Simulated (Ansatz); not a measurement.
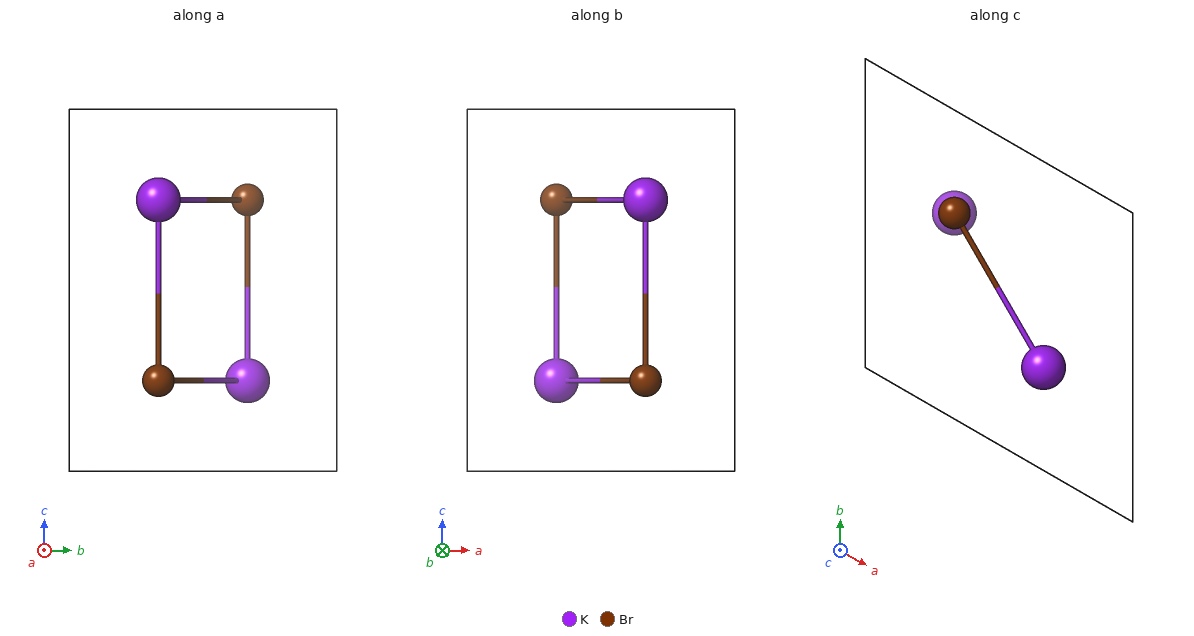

View along the a axis, along the b axis and along the c axis, drawn as a ball-and-stick model. The outline marks the conventional unit cell.

Lattice parameters: a = 5.650 Å, b = 5.650 Å, c = 6.614 Å, α = 90.00°, β = 90.00°, γ = 120.00°.

**Give the structure in the form of a table of Wyckoff sites.**

Space group P6_3/mmc (No. 194).
```json
{"atom": "K", "site": "2c", "x": "0.3333", "y": "0.6667", "z": "0.2500"}
{"atom": "Br", "site": "2d", "x": "0.6667", "y": "0.3333", "z": "0.2500"}
```

It goes back to a structure type filled with these elements by a generator (whether the compound takes this form wasn't checked). A relaxation with Ansatz, DFT, HSE06, plane waves, PAW gave the geometry drawn.
